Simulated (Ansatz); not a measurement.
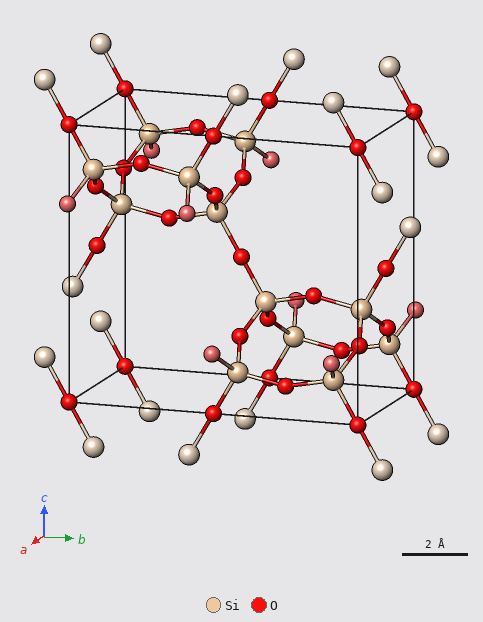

*The structure as given in the input (ball-and-stick view of the cell 2 times as large as that of the calculation, set on its symmetry axes, seen slightly off an axis; neighbours outside the cell are drawn fainter). An atom can appear more than once, as a periodic image.*

Near neighbours in the periodic cell (some may lie outside the picture): Si has 4 O at 1.60 to 1.61 Å; O has 2 Si at 1.60 to 1.61 Å.

# Single-point calculation, with input and output: SiO2

- system: SiO2 (Imma, 12 atoms in the cell)
- method: DFT LDA, scalar-relativistic, plane waves, PAW, no spin polarisation (Ansatz 0.2.0)

The structure derives from a Materials Project entry. Figures and captions count atoms from 1; the log counts them from 0 in places.

The input:
```yaml
crystal:
  lattice:
    - [-2.62333646, 4.776753505, 4.441674725]
    - [2.62333646, -4.776753505, 4.441674725]
    - [2.62333646, 4.776753505, -4.441674725]
  atoms:
    - { symbol: Si, position: [0.9295488, 0.84494489, 0.08460391] }
    - { symbol: Si, position: [0.73965902, 0.15505511, 0.58460391] }
    - { symbol: Si, position: [0.0704512, 0.15505511, 0.91539609] }
    - { symbol: Si, position: [0.26034098, 0.84494489, 0.41539609] }
    - { symbol: O, position: [0.13068887, 0.88068887, 0.25] }
    - { symbol: O, position: [0.86931113, 0.11931113, 0.75] }
    - { symbol: O, position: [0.79317541, 0.5, 0.79317541] }
    - { symbol: O, position: [0.20682459, 0.0, 0.70682459] }
    - { symbol: O, position: [0.20682459, 0.5, 0.20682459] }
    - { symbol: O, position: [0.79317541, 0.0, 0.29317541] }
    - { symbol: O, position: [0.0, 0.0, 0.0] }
    - { symbol: O, position: [0.5, 0.0, 0.5] }
basis:
  ecutwfc: 420
kpoints:
  mp_grid: { grid: [4, 4, 4] }
hamiltonian:
  xc: lda
scf:
  occupations: { method: gaussian, width: 0.1 }
output:
  forces: true
  stress: true
  eigenvalues: true
```

Hardware: 2 threads of Oxide Virtual Turin-like (Zen 5), 32 GiB of memory available, shared host.

Run as:
```bash
ansatz run input.yaml --threads 2 --pin off --max-ram 5120MiB --backend cpu --events-out ev --progress --plain --runs-dir out
```

The program's output:
```
Engine: ansatz 0.2.0, x86_64-unknown-linux-gnu
Pseudopotentials: kind: paw
Pseudopotential: Si, paw, valence charge 4, recommended cutoff 420 eV (normal), Si.paw.azcp
Pseudopotential: O, paw, valence charge 6, recommended cutoff 420 eV (normal), O.paw.azcp
Functional definition: SPW92
  exchange = slater_x
  correlation = pw_c
Crystal: 12 atoms, lattice volume = 222.635 Å³
Basis set: ecut = 420 eV, 4321 PW (Γ)
Bands: 44, of which v1, the nominal top of the filled ones, is band 32 counted from 1 (31 counted from 0)
Symmetry: 8 space group operations
Space group: Imma (ITA 74), of the structure as read, at distance tolerance 6.1e-5 Å
k-points: 18 of 64
Non-local potential: Si, projectors of the file, l = 0: 2, l = 1: 2, l = 2: 2
Non-local potential: O, projectors of the file, l = 0: 2, l = 1: 2, l = 2: 1
PAW form: soft (Blöchl's): semilocal exchange-correlation on the pseudo side does not see the compensation charge
PAW frozen core: Si, regenerated for the run's functional, and the local potential with it (the file was generated under x = pbe(κ = 0.804, μ = 0.2195149727645171), c = pbe(β = 0.06672455060314922))
PAW frozen core: O, regenerated for the run's functional, and the local potential with it (the file was generated under x = pbe(κ = 0.804, μ = 0.2195149727645171), c = pbe(β = 0.06672455060314922))
PAW one-centre angular grid: Si, 110 points (default); XC on 64 Gauss nodes
PAW one-centre angular grid: O, 110 points (default); XC on 64 Gauss nodes
Initial density: superposition of atomic densities (neutral atoms: chi_scale 0, normalization atom), corrected by the library's trained network
Initial wavefunctions: pseudopotential atomic-orbital guess
Functional: x = slater, c = lda
SCF iter   1: F=—  HF=-6890.640299 eV  |F-HF|=—  |Δ(HF+E_count)|=         —  Δρ=1.13e-2  dr2=2.55e-1  ethr=1.77e-3  ⟨swp⟩=7.9  Hψ=4311  notcnv=0  defer=8
preconditioner: auto → Resta (q_TF=auto, 2.216 Å⁻¹)  ε∞=2.5  [insulator: Δε(μ)=5.263 eV  Ē_g=16.112 eV  σ=0.100 eV  W_gap=1.00  n_scr=40 (ndim 8)  ℏωp=19.9 eV  f_vac=0.376  D(μ)=0.00/eV (n_scr^D=0)  ε∞_Penn≈2.5  vacuum switching on, ρ_ref=1.9e-2 e/Å³]
SCF iter   2: F=—  HF=-6890.569941 eV  |F-HF|=—  |Δ(HF+E_count)|=   7.04e-2  Δρ=3.18e-3  dr2=7.21e-3  ethr=3.98e-4  ⟨swp⟩=2.0  Hψ=1482  notcnv=0  defer=100
SCF iter   3: F=—  HF=-6890.567986 eV  |F-HF|=—  |Δ(HF+E_count)|=   1.95e-3  Δρ=1.30e-3  dr2=2.03e-3  ethr=1.13e-5  ⟨swp⟩=2.0  Hψ=1117  notcnv=0  defer=46
automatic band count: iteration 3 solves 41 bands in place of 44: the levels show a gap, and the empty bands left out lie too high to hold charge; the band table lists the bands solved (type scf.n_extra_bands for more)
SCF iter   4: F=—  HF=-6890.567421 eV  |F-HF|=—  |Δ(HF+E_count)|=   5.65e-4  Δρ=3.68e-4  dr2=2.03e-4  ethr=3.18e-6  ⟨swp⟩=1.8  Hψ=1040  notcnv=0  defer=46
SCF iter   5: F=—  HF=-6890.567369 eV  |F-HF|=—  |Δ(HF+E_count)|=   5.21e-5  Δρ=8.27e-5  dr2=1.43e-5  ethr=3.17e-7  ⟨swp⟩=2.0  Hψ=1081  notcnv=0  defer=46
SCF iter   6: F=—  HF=-6890.567388 eV  |F-HF|=—  |Δ(HF+E_count)|=   1.92e-5  Δρ=1.24e-5  dr2=2.96e-7  ethr=2.24e-8  ⟨swp⟩=2.0  Hψ=1089  notcnv=0  defer=45
SCF iter   7: F=-6890.567388 eV  HF=-6890.567388 eV  |F-HF|=1.36e-8  |Δ(HF+E_count)|=   1.73e-7  Δρ=3.80e-6  dr2=2.32e-8  ethr=1.56e-10  ⟨swp⟩=11.3  Hψ=3543  notcnv=0
SCF 1 converged in 7 iterations: F = -6890.567388 eV  dr2 = 2.32e-8
  greatest PAW one-centre occupation: 0.856 electrons in one spin orbital (limit 2), on the O atom at site 8 (counted from 0), in its partial waves of l = 0
```

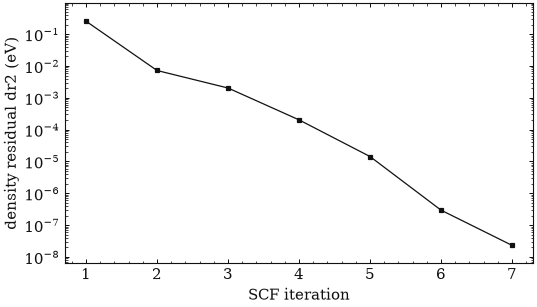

*Convergence of the self-consistent field: density residual dr2 against the SCF iteration.*

The residual falls at every step.

```
SCF converged after 7 iterations
Free energy (F): -6890.567388 eV
Harris-Foulkes:  -6890.567388 eV  (|F-HF|=1.36e-8)
Internal energy: -6890.567388 eV  (E = F + TS)
E sigma→0 (E₀):  -6890.567388 eV
Fermi energy:    1.877848 eV
--- Per-component energies (eV) ---
  E_band       = -501.752770
  E_kinetic    = 1602.165764
  E_local      = -6078.330649  (includes V_loc(G=0)·N_el)
  E_nonlocal   = 501.754595
  E_hartree    = 2364.863285
  E_xc         = -801.817804
  E_vxc        = -938.219078  (∫ρ·V_xc dr)
  E_paw        = -3132.943601  (= ΣΔE_a)
  E_vpaw       = -318.872947  (= ΣTr[D̂ρ^β])
  E_aug_tail   = 0.021380  (compensation charges beyond the density's cutoff)
  E_ewald      = -1347.393053
  E_core_change = 1.112695  (= ΣΔE_core)
  E_smearing   = -0.000000  (= −TS)
  E_closure    = -0.000000  (closes the sum)
  Σ components = -6890.567388   (vs F -6890.567388, Δ=0.00e0)
--- Forces (eV/Å), atoms counted from 1 ---
  atom   1  Si     0.00000000     0.08743122    -0.05517870
  atom   2  Si     0.00000000     0.08743122     0.05517870
  atom   3  Si     0.00000000    -0.08743122     0.05517870
  atom   4  Si     0.00000000    -0.08743122    -0.05517870
  atom   5  O      0.00000000     0.00000000    -0.03357730
  atom   6  O      0.00000000     0.00000000     0.03357730
  atom   7  O      0.00000000     0.03409374    -0.00000000
  atom   8  O      0.00000000    -0.03409374    -0.00000000
  atom   9  O      0.00000000    -0.03409374    -0.00000000
  atom  10  O      0.00000000     0.03409374    -0.00000000
  atom  11  O      0.00000000     0.00000000    -0.00000000
  atom  12  O      0.00000000     0.00000000     0.00000000
  max |Σ_I F_I| component: 1.47e-17 eV/Å
--- Stress (GPa, compression-positive) ---
       -1.273773       0.000000       0.000000
        0.000000      -1.189738       0.000000
        0.000000       0.000000      -1.183202
  P = ⅓ Tr σ = -1.2156 GPa (-12.156 kbar)
--- Band table (eV; the first three rows and the last of 18) ---
  k-point 0: bands = ["-20.1065", "-19.1665", "-18.6922", "-18.5950", "-18.0455", "-17.9852", "-17.9723", "-17.9575", "-9.8199", "-9.3715", "-8.7866", "-6.6858", "-6.5516", "-6.5338", "-6.4652", "-5.9815", "-4.3155", "-4.0563", "-3.4836", "-3.4459", "-2.9946", "-2.9780", "-2.9309", "-2.9176", "-2.3051", "-2.2721", "-2.2699", "-2.0734", "-1.8939", "-1.5534", "-1.2571", "-0.8313", "4.5870", "7.5549", "7.7579", "7.9584", "8.2212", "8.2348", "8.5725", "8.8489", "8.9268"]
  k-point 1: bands = ["-19.9555", "-19.0657", "-19.0301", "-18.5993", "-18.0324", "-17.9888", "-17.9660", "-17.9602", "-9.7467", "-8.9438", "-8.7873", "-6.8494", "-6.5881", "-6.5566", "-6.4054", "-5.9708", "-4.2868", "-4.1547", "-3.6568", "-3.3286", "-3.2447", "-2.9937", "-2.9243", "-2.7376", "-2.5083", "-2.3400", "-2.2799", "-2.0681", "-1.9762", "-1.6366", "-1.1695", "-1.1492", "5.2576", "7.5602", "7.9472", "8.1027", "8.2594", "8.4400", "8.8859", "8.9091", "9.1901"]
  k-point 2: bands = ["-19.5477", "-19.5477", "-18.8196", "-18.8196", "-18.0094", "-18.0094", "-17.9603", "-17.9603", "-9.3544", "-9.3544", "-7.7052", "-7.7052", "-6.5337", "-6.5337", "-6.1558", "-6.1558", "-4.2838", "-4.2838", "-3.5950", "-3.5950", "-3.1292", "-3.1292", "-2.7336", "-2.7336", "-2.5792", "-2.5792", "-2.2836", "-2.2836", "-1.8103", "-1.8103", "-1.2275", "-1.2275", "6.7808", "6.7808", "8.0070", "8.0070", "8.2478", "8.2478", "8.9204", "8.9204", "9.4747"]
  k-point 17: bands = ["-19.7079", "-19.6534", "-19.1781", "-17.9972", "-17.9858", "-17.9848", "-17.9781", "-17.9605", "-10.8225", "-8.5837", "-7.6347", "-7.5924", "-6.8199", "-6.3584", "-6.1560", "-6.1401", "-4.1609", "-4.0502", "-3.7562", "-3.6512", "-3.1898", "-3.0247", "-2.8978", "-2.7841", "-2.6267", "-2.5746", "-2.4212", "-2.1941", "-1.3942", "-1.0692", "-1.0379", "-0.8548", "6.4993", "6.5585", "6.8586", "7.0011", "7.7790", "7.9963", "8.0862", "9.3185", "9.3526"]
```

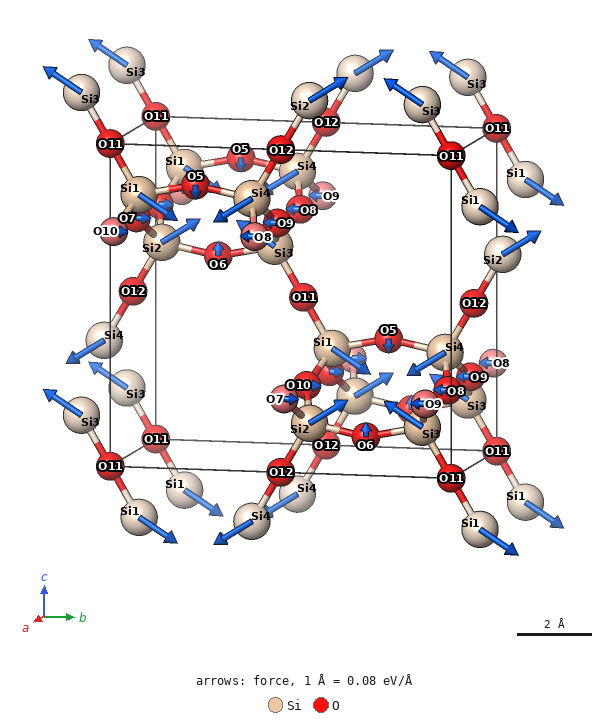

*Forces on the atoms as blue arrows (ball-and-stick view of the cell 2 times as large as that of the calculation, set on its symmetry axes, seen slightly off an axis; neighbours outside the cell are drawn fainter; atoms are numbered from 1 in the order of the input).*

The largest act on all 4 Si atoms (0.10 eV/Å); O5, O6, O7, O8, O9, O10 (0.03 eV/Å). The geometry is not a stationary point of this energy.

Key numbers:

| quantity | value |
| --- | --- |
| outcome | converged |
| space group (tolerance 0.01 Å) | Imma (74) |
| electrons treated | 64 |
| free energy | −6890.5674 eV |
| Fermi energy | 1.878 eV |
| gap on the k-point mesh | 5.42 eV |
| pressure | −1.22 GPa |
| largest force (length of the vector) | 0.103 eV/Å |
| wall time | 4.4 s (CPU time 5 s) |
| peak memory | 0.54 GiB |
